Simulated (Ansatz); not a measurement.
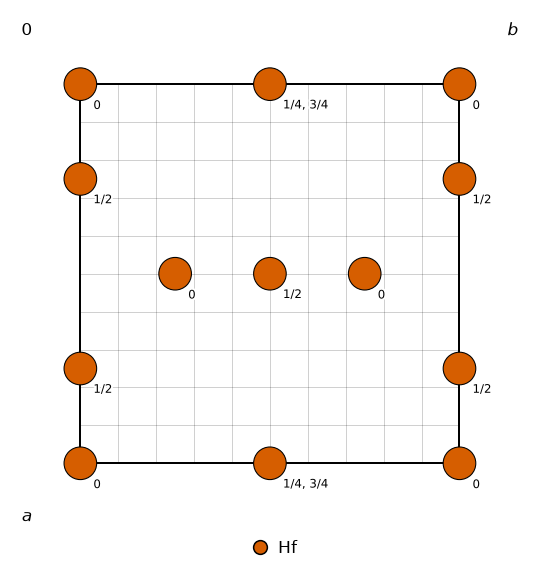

Plan of a unit cell projected along c (a down the page, b across); the numbers are heights as fractions of c, and atoms on the cell's edges are repeated. The grid marks tenths of a and b. Source: the geometry relaxed with Ansatz, DFT, PBEsol, plane waves (420 eV) with PAW, scalar-relativistic; the starting structure was generated, so it need not be a known form of this composition. Symmetry computed with spglib at a tolerance of 0.002 Å; standard conventional cell.

a = 5.564 Å, b = 5.564 Å, c = 5.564 Å, α = 90.00°, β = 90.00°, γ = 90.00°.

Q: What does the cell contain?

A: 8 Hf: Hf, Z = 8.

Q: Give the fractional coordinates of all atoms, to two places.

A:
```
atom     x     y     z
  Hf  0.00  0.00  0.00
  Hf  0.50  0.50  0.50
  Hf  0.25  0.00  0.50
  Hf  0.75  0.00  0.50
  Hf  0.50  0.25  0.00
  Hf  0.50  0.75  0.00
  Hf  0.00  0.50  0.25
  Hf  0.00  0.50  0.75
```
